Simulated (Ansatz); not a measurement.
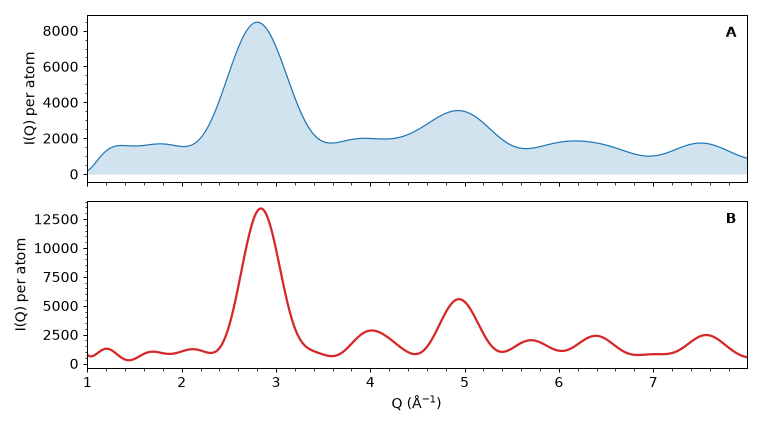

X-ray scattering of spheres cut from the crystal structure of Pt (Im-3m, a = 3.103 Å, b = 3.103 Å, c = 3.103 Å, α = 90.00°, β = 90.00°, γ = 90.00°), calculated atom by atom with the Debye equation (B = 0.5 Å², no relaxation of the surface). It is based on the end point of a relaxation with DFT, LDA (PW92), plane waves (420 eV) with PAW, scalar-relativistic (Ansatz); the starting structure was generated, so it need not be a known form of this composition.

Q: The spheres are 10 and 14 Å across. Which curve is which?

A: curve A: 10 Å (27 atoms); curve B: 14 Å (113 atoms). Peak widths go roughly as 2π/D, so the largest sphere has the sharpest peaks.
